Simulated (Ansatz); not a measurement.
PtSe2: single-point calculation

System: PtSe2 (slab, 3 atoms in the cell).
Method: independent-particle optics of PBE bands, plane waves, PAW, no spin polarisation (Ansatz 0.2.0).

The geometry comes from this level: r2SCAN. It belongs to a series of runs on one base structure; here: scissors to the HSE06 direct gap. Figures and captions count atoms from 1; the log counts them from 0 in places.

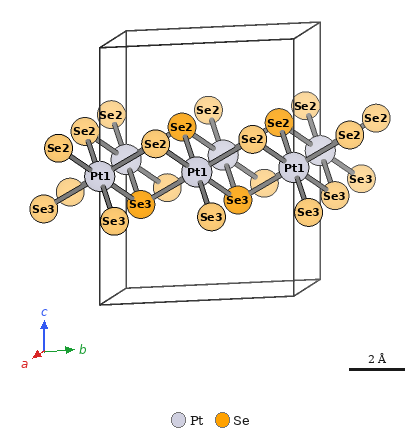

Figure 1. The structure (ball-and-stick view of the 1 × 2 repeat of the cell, with the vacuum cut short, seen slightly off an axis; neighbours outside the cell are drawn fainter; atoms are numbered from 1 in the order of the input). Near neighbours in the crystal (not all of them lie inside the picture): Pt has 6 Se at 2.51 Å; Se has 3 Pt at 2.51 Å.

Results in brief

| quantity | value |
| --- | --- |
| outcome | converged |
| electrons treated | 50 |
| free energy | −23462.3470 eV |
| Fermi energy | −5.655 eV |
| gap on the k-point mesh | 1.39 eV |
| hardware | 4 threads of Arm Neoverse V1, 24 GiB of memory available, shared host |
| wall time | 1.7 min (CPU time 6.6 min) |
| peak memory | 2 GiB |

Remarks

Warnings of the run: the exchange-correlation potential is rough where the density is thin. Spin–orbit coupling is left out, which matters for Pt.

Input
```yaml
crystal:
  lattice:
    - [3.7027862523, 0.0, 0.0]
    - [-1.8513931261, 3.2067069593, 0.0]
    - [0.0, 0.0, 30.0620632936]
  atoms:
    - { symbol: Pt, position: [0.0, 0.0, 0.2993806484] }
    - { symbol: Se, position: [0.3333333333, 0.6666666667, 0.3432360092] }
    - { symbol: Se, position: [0.6666666667, 0.3333333333, 0.2555252876] }
  periodic: [true, true, false]
kpoints:
  mp_grid: { grid: [12, 12, 1] }
hamiltonian:
  xc: pbe
scf:
  occupations: { method: fixed }
output:
  optics:
    e_range: [0, 13]
    de: 0.05
    sigma: 0.1
    bands: auto
    scissors: 0.652
  write_density: true
  write_potential: true
  elf: true
  volumetric_format: npy
```

Launched with:
```bash
ansatz run input.yaml --threads 4 --pin off --max-ram 5529MiB --backend cpu --events-out ev --progress --plain --runs-dir out
```

Output
```
Engine: ansatz 0.2.0, aarch64-unknown-linux-gnu
Pseudopotentials: kind: paw
Pseudopotential: Pt, paw, valence charge 18, recommended cutoff 420 eV (normal), Pt.paw.azcp
Pseudopotential: Se, paw, valence charge 16, recommended cutoff 420 eV (normal), Se.paw.azcp
Functional definition: PBE
  parameter kappa = 0.804
  parameter beta = 0.06672455060314922
  exchange = pbe_x(kappa = kappa, mu = beta*pi^2/3)
  correlation = pbe_c(beta = beta)
Crystal: 3 atoms, lattice volume = 356.949 Å³
Basis set: ecut = 420 eV, 7025 PW (Γ)
Bands: 30, of which v1, the nominal top of the filled ones, is band 25 counted from 1 (24 counted from 0)
Symmetry: 12 space group operations
Space group: P-3m1 (ITA 164), of the structure as read, at distance tolerance 7.1e-5 Å
k-points: 19 of 144
Non-local potential: Pt, projectors of the file, l = 0: 3, l = 1: 2, l = 2: 2, l = 3: 1
Non-local potential: Se, projectors of the file, l = 0: 2, l = 1: 2, l = 2: 3, l = 3: 1
PAW form: soft (Blöchl's): semilocal exchange-correlation on the pseudo side does not see the compensation charge
PAW one-centre angular grid: Pt, 590 points (default); XC on 64 Gauss nodes
PAW one-centre angular grid: Se, 590 points (default); XC on 64 Gauss nodes
Initial density: superposition of atomic densities (neutral atoms: chi_scale 0, normalization atom), corrected by the library's trained network
Initial wavefunctions: pseudopotential atomic-orbital guess
Functional: x = pbe(κ = 0.804, μ = 0.2195149727645171), c = pbe(β = 0.06672455060314922)
SCF iter   1: F=—  HF=-23462.352366 eV  |F-HF|=—  |Δ(HF+E_count)|=         —  Δρ=1.34e-3  dr2=6.19e-3  ethr=1.77e-3  ⟨swp⟩=6.8  Hψ=2493  notcnv=0  defer=57
preconditioner: auto → Resta (q_TF=auto, 1.966 Å⁻¹)  ε∞=2.0  [insulator: Δε(μ)=1.399 eV  Ē_g=9.416 eV  n_scr=24 (ndim 8)  ℏωp=9.2 eV  f_vac=0.791  ε∞_Penn≈2.0  vacuum switching on, ρ_ref=6.4e-3 e/Å³]
SCF iter   2: F=—  HF=-23462.347102 eV  |F-HF|=—  |Δ(HF+E_count)|=   5.26e-3  Δρ=8.05e-4  dr2=3.92e-3  ethr=1.24e-5  ⟨swp⟩=4.2  Hψ=1626  notcnv=0  defer=57
SCF iter   3: F=—  HF=-23462.346628 eV  |F-HF|=—  |Δ(HF+E_count)|=   4.74e-4  Δρ=4.04e-4  dr2=3.55e-4  ethr=7.85e-6  ⟨swp⟩=2.6  Hψ=817  notcnv=0  defer=57
SCF iter   4: F=—  HF=-23462.346829 eV  |F-HF|=—  |Δ(HF+E_count)|=   2.02e-4  Δρ=7.52e-5  dr2=8.86e-6  ethr=7.11e-7  ⟨swp⟩=3.0  Hψ=956  notcnv=0  defer=57
SCF iter   5: F=—  HF=-23462.346849 eV  |F-HF|=—  |Δ(HF+E_count)|=   1.94e-5  Δρ=1.62e-5  dr2=5.97e-7  ethr=1.77e-8  ⟨swp⟩=3.3  Hψ=1208  notcnv=0  defer=57
SCF iter   6: F=—  HF=-23462.346954 eV  |F-HF|=—  |Δ(HF+E_count)|=   1.05e-4  Δρ=2.90e-6  dr2=2.60e-8  ethr=1.19e-9  ⟨swp⟩=3.0  Hψ=1118  notcnv=0  defer=57
SCF iter   7: F=—  HF=-23462.346954 eV  |F-HF|=—  |Δ(HF+E_count)|=   2.20e-8  Δρ=7.96e-7  dr2=2.58e-9  ethr=5.20e-11  ⟨swp⟩=4.5  Hψ=1345  notcnv=0  defer=57
SCF iter   8: F=—  HF=-23462.346954 eV  |F-HF|=—  |Δ(HF+E_count)|=   8.54e-9  Δρ=2.33e-7  dr2=2.38e-10  ethr=5.17e-12  ⟨swp⟩=3.3  Hψ=959  notcnv=0  defer=57
SCF iter   9: F=-23462.346954 eV  HF=-23462.346954 eV  |F-HF|=1.46e-11  |Δ(HF+E_count)|=  2.84e-10  Δρ=4.84e-8  dr2=8.90e-12  ethr=1.00e-12  ⟨swp⟩=19.8  Hψ=3908  notcnv=0
SCF 1 converged in 9 iterations: F = -23462.346954 eV  dr2 = 8.90e-12
  greatest PAW one-centre occupation: 1.000 electrons in one spin orbital (limit 2), on the Pt atom at site 0 (counted from 0), in its partial waves of l = 0
NSCF: frozen V_eff on 19 k-points
Optics k sum: 0 of 19 k-points
Optics k sum: 1 of 19 k-points
Optics k sum: 2 of 19 k-points
Optics k sum: 3 of 19 k-points
Optics k sum: 4 of 19 k-points
Optics k sum: 5 of 19 k-points
Optics k sum: 6 of 19 k-points
Optics k sum: 7 of 19 k-points
Optics k sum: 8 of 19 k-points
Optics k sum: 9 of 19 k-points
Optics k sum: 10 of 19 k-points
Optics k sum: 11 of 19 k-points
Optics k sum: 12 of 19 k-points
Optics k sum: 13 of 19 k-points
Optics k sum: 14 of 19 k-points
Optics k sum: 15 of 19 k-points
Optics k sum: 16 of 19 k-points
Optics k sum: 17 of 19 k-points
Optics k sum: 18 of 19 k-points
Optics k sum: 19 of 19 k-points
Optics k sum: 0 of 19 k-points
Optics k sum: 1 of 19 k-points
Optics k sum: 2 of 19 k-points
Optics k sum: 3 of 19 k-points
Optics k sum: 4 of 19 k-points
Optics k sum: 5 of 19 k-points
Optics k sum: 6 of 19 k-points
Optics k sum: 7 of 19 k-points
Optics k sum: 8 of 19 k-points
Optics k sum: 9 of 19 k-points
Optics k sum: 10 of 19 k-points
Optics k sum: 11 of 19 k-points
Optics k sum: 12 of 19 k-points
Optics k sum: 13 of 19 k-points
Optics k sum: 14 of 19 k-points
Optics k sum: 15 of 19 k-points
Optics k sum: 16 of 19 k-points
Optics k sum: 17 of 19 k-points
Optics k sum: 18 of 19 k-points
Optics k sum: 19 of 19 k-points
NSCF: frozen V_eff on 1 k-points
NSCF: frozen V_eff on 1 k-points
NSCF: frozen V_eff on 1 k-points
WARN: The output density's exchange-correlation potential varies sharply where the density is thin. Do not read a vacuum level from v_tot or v_xc, or from such a field of the output density. On a cell that repeats whose density bears no net charge and no dipole along the vacuum's axis use v_es (v_loc + v_h of the components); under efield.dipole_correction with no amplitude use v_es + v_field, which holds any external_charges[].barrier, or the levels of the report's work_function block, which leave it out; under a non-zero efield.amplitude the vacuum is tilted and has no level; on a cell that repeats and bears such a dipole with no correction it is tilted too, and efield.dipole_correction with no amplitude gives each side of its ramp a level where efield: is served; in a cell that repeats whose density bears a net charge (total_charge, or a fill off its count) it is curved and has none; of a slab under crystal.periodic whose density bears no net charge use v_es, which has a level on each side, short of where the two are joined; of another it falls or rises all the way out and has none; of a slab beside external_charges read slab_vacuum_level instead, which it has where they leave it neutral. The grid or the basis barely resolves most such structure, and the values can differ between equally converged runs; as a rule a tighter scf.convergence.dr2_threshold does not remove it. Where the density itself ripples (under the LDA too) a higher basis.ecutwfc lessens it. The files hold the spikes' plane waves up to the density's cutoff. Files: v_tot_of_output_density and the like, and their columns of v_z.tsv (output.write_potential); v_xc_of_output_density and the like, and their columns of v_comp_z.tsv (output.write_potential_components). Measured: with its Gaussian average of σ = 0.25 Å subtracted twice, the exchange-correlation potential is over 0.1 eV at 1553 of the grid points where the equally averaged density (valence and model cores) is under 1e-3 e/Å³, and 0.812 eV at the most among them, at an averaged density of 4.0e-4 e/Å³. The input density's (outcome.potential() and, of a run that writes arrays, v_tot and v_xc) is over 0.1 eV, so measured, at 1556 points of its own thin density, 0.812 eV at the most. See output.write_potential in the manual, Limitations
output.optics: what the bands over the 210 summed would add to eps1, eps2 and the energy-loss function is held between a lower and an upper bound (3 Lanczos steps). eps1, eps2 and their loss function (loss_summed_bands) are given on every row as the summed bands alone make them. Along an axis, on a row where the two bounds hold the loss function to about 1 % of the greater of itself and 0.5 % of |1/eps|, its cell (loss_completed) is given, with the completed eps1 and eps2 that it is formed of (a cell that is left empty reads nan in the table and null in the record). The two bounds hold it so along every axis on all 261 rows up to 13.000 eV. The run works to bound the rows up to 29.895 eV and no higher ones: a peak of the loss function over that energy may be left empty with no warning. To have the run work for it, set output.optics.bands.spectra_wanted_up_to to a higher energy. perfect_screening_sum, loss_f_sum_n_eff and, beside carriers, perfect_screening_limit are those of loss_summed_bands: over the bounded function the two sums would run over rows that are not all bounded, and lack what the bands left out lay past the top of the energy grid. Bounded is said of the bands left out alone, which are those that the basis at basis.ecutwfc holds: it says nothing of that cutoff, of the k-point mesh, of what the sum inside its cells errs by (eps2_relative_error), of the factors of all_electron_strengths, nor of how far the SCF is converged. The bands left out are taken at the k-points, and what their mean over the points' cells stands off that by is in neither bound: the run's estimate of it, which the test of a row counts in, is 0.02 % of |eps| at the most among the values given; where the mean stood off by over 0.5 % the points' spread read 0.1 to 3 times that
SCF converged after 9 iterations
Free energy (F): -23462.346954 eV
Harris-Foulkes:  -23462.346954 eV  (|F-HF|=1.46e-11)
Internal energy: -23462.346954 eV  (E = F + TS)
E sigma→0 (E₀):  -23462.346954 eV
Fermi energy:    -5.655240 eV
--- Per-component energies (eV) ---
  E_band       = -1847.601500
  E_kinetic    = 873.755106
  E_local      = -124508.590586  (includes V_loc(G=0)·N_el)
  E_nonlocal   = -990.994297
  E_hartree    = 61565.017649
  E_xc         = -469.985846
  E_vxc        = -498.888745  (∫ρ·V_xc dr)
  E_paw        = -13277.679787  (= ΣΔE_a)
  E_vpaw       = 147.082537  (= ΣTr[D̂ρ^β])
  E_aug_tail   = -0.000980  (compensation charges beyond the density's cutoff)
  E_ewald      = 53346.131785
  E_smearing   = -0.000000  (= −TS)
  E_closure    = 0.000000  (closes the sum)
  Σ components = -23462.346954   (vs F -23462.346954, Δ=0.00e0)
--- Band table (eV; the first three rows and the last of 19) ---
  k-point 0: bands = ["-104.1350", "-58.3604", "-58.3604", "-58.3086", "-53.0328", "-53.0328", "-53.0310", "-53.0310", "-52.9992", "-52.9992", "-52.9963", "-52.9963", "-52.9849", "-52.9844", "-19.7427", "-17.9423", "-10.8366", "-10.7939", "-10.7939", "-8.5563", "-8.5563", "-6.9508", "-6.3267", "-5.6592", "-5.6592", "-2.6625", "-2.6625", "-1.1301 (-1.1302°)", "-0.4527", "-0.0645"]
  k-point 1: bands = ["-104.1350", "-58.3611", "-58.3606", "-58.3085", "-53.0327", "-53.0327", "-53.0312", "-53.0310", "-52.9991", "-52.9991", "-52.9965", "-52.9963", "-52.9848", "-52.9844", "-19.6666", "-17.9467", "-10.8118", "-10.7587", "-10.7483", "-8.6616", "-8.6116", "-7.1940", "-6.1939", "-5.7174", "-5.6552", "-3.1680", "-2.7784", "-0.8743 (-0.8745°)", "-0.3268", "0.3612"]
  k-point 2: bands = ["-104.1350", "-58.3631", "-58.3611", "-58.3084", "-53.0325", "-53.0324", "-53.0315", "-53.0311", "-52.9989", "-52.9987", "-52.9970", "-52.9964", "-52.9847", "-52.9844", "-19.4478", "-17.9599", "-10.8333", "-10.6279", "-10.5430", "-9.0472", "-8.7241", "-7.6491", "-5.9364", "-5.8571", "-5.7269", "-4.0055", "-2.9879", "-0.3369 (-0.3375°)", "-0.0384", "0.6636"]
  k-point 18: bands = ["-104.1348", "-58.3681", "-58.3681", "-58.3077", "-53.0323", "-53.0319", "-53.0319", "-53.0307", "-52.9995", "-52.9974", "-52.9974", "-52.9967", "-52.9843", "-52.9843", "-18.0569", "-18.0569", "-10.9718", "-10.6014", "-10.6014", "-9.1492", "-9.1492", "-8.2140", "-7.9719", "-6.6436", "-6.6436", "-3.8628", "-3.8628", "0.4311", "2.4758", "2.4758"]
  ° read free of the cell's end (the report's vacuum.weakly_bound_levels)
```

File optics_head.txt
```
# E[eV]	eps2_xx	eps2_yy	eps2_zz	eps2_xy	eps2_xz	eps2_yz	eps1_xx	eps1_yy	eps1_zz	eps1_xy	eps1_xz	eps1_yz	loss_summed_bands_xx	loss_summed_bands_yy	loss_summed_bands_zz	eps1_completed_xx	eps1_completed_yy	eps1_completed_zz	eps2_completed_xx	eps2_completed_yy	eps2_completed_zz	loss_completed_xx	loss_co
# format = ansatz-optics/6
# eps_inf(xx yy zz) = 3.805992 3.805992 2.389414
# eps_inf_bands = all
# eps_inf_summed_bands(xx yy zz) = 3.798715 3.798715 2.382276
# eps_inf_completed(xx yy zz) = 3.805992 3.805992 2.389414
# k_sum = mesh_cells
# eps2_relative_error = 0.0007
# eps_inf_relative_error = 0.0040
# f_sum_n_eff(xx yy zz) = 28.115661 28.115661 28.173119 of n_electrons = 50.000000
# f_sum_n_eff_momentum_only(xx yy zz) = 21.621093 21.621093 21.608271
# loss_f_sum_n_eff(xx yy zz) = 30.326986 30.326986 29.806650
# perfect_screening_sum(xx yy zz) = 0.736753 0.736753 0.580233
# perfect_screening_sum_on_rows(xx yy zz) = 0.736753 0.736753 0.580233
# the maxima of the summed bands' own loss function (the loss_summed_bands columns) are measured between the rows too: peak_sampling_summed_bands says what part of their heights the rows count for, and missed_extrema_summed_bands lists those of which they count for under four fifths, the half width
# peak_sampling_summed_bands_xx(least_part_sampled least_sampled_at_ev n_extrema n_missed) = 9.905733e-1 5.9629517682064 17 0
# peak_sampling_summed_bands_yy(least_part_sampled least_sampled_at_ev n_extrema n_missed) = 9.905733e-1 5.9629517682064 17 0
# peak_sampling_summed_bands_zz(least_part_sampled least_sampled_at_ev n_extrema n_missed) = 9.845110e-1 5.419136424586336 14 0
# peak_sampling_completed and missed_extrema_completed say the same of the loss function that is bounded in the bands left out (the loss_completed columns), of its maxima between two points that are bounded alone
# peak_sampling_completed_xx(least_part_sampled least_sampled_at_ev n_extrema n_missed) = 9.911989e-1 5.962539465357745 17 0
# peak_sampling_completed_yy(least_part_sampled least_sampled_at_ev n_extrema n_missed) = 9.911989e-1 5.962539465357745 17 0
# peak_sampling_completed_zz(least_part_sampled least_sampled_at_ev n_extrema n_missed) = 9.843875e-1 5.4192043904234515 14 0
# n_bands = 210
# n_bands_set_by = photon_energy
# the loss_summed_bands columns' heights are not shown to be converged in n_bands (drawn for output.optics.bands)
# valid_up_to_ev = 42.736188
# least_direct_gap_ev = 1.679152e0 at k(fractional) = 0.083333 0.166667 0.000000, k_point = 8, channel = 0, bands = 24 25 (counted from 0)
# evaluated_top_ev = 143.800000
# all_electron_strengths = true
# band_completion = completed
# the eps1, eps2 and loss_summed_bands columns, and eps_inf_summed_bands or eps1_interband_at_0, are the summed bands' own on every row. eps_inf is eps_inf_completed where that is given along all three axes. loss_summed_bands is the loss function of that eps1 and eps2 (beside carriers the total's).
# response = whole
# tolerance = 0.01
# method = lanczos_chains
# lanczos_steps = 3
# chains_run = together
# ended_by = wanted_rows_settled
# boundable_up_to_ev = 42.736188
# wanted_up_to_ev = 29.894552
# the run works to bound the rows up to wanted_up_to_ev and no higher ones, so that a peak of the completed columns over that energy may read nan with no warning: a higher spectra_wanted_up_to under output.optics.bands (a deck at auto types it in the place of auto) has the run work for it too
# change_inside_cells = 0.0002 (estimated)
# the bands left out are taken at the k-points, and what their mean over the points' cells stands off that by is in neither bound: this much, as a part of |eps| at the most among the values given, which the test of a row counts in (under method = linear_solves it holds an estimate of how far a sum a
# bound_at_0(xx yy zz) = bounded bounded bounded
# rows_by_bound_xx(bounded bounds_too_wide limited_by_band_error limited_by_mesh_spread above_boundable_range not_finite) = 261 0 0 0 0 0
# rows_by_bound_yy(bounded bounds_too_wide limited_by_band_error limited_by_mesh_spread above_boundable_range not_finite) = 261 0 0 0 0 0
# rows_by_bound_zz(bounded bounds_too_wide limited_by_band_error limited_by_mesh_spread above_boundable_range not_finite) = 261 0 0 0 0 0
# bounded_ranges_ev_xx = 0.000000-13.000000
# bounded_ranges_ev_yy = 0.000000-13.000000
# bounded_ranges_ev_zz = 0.000000-13.000000
```
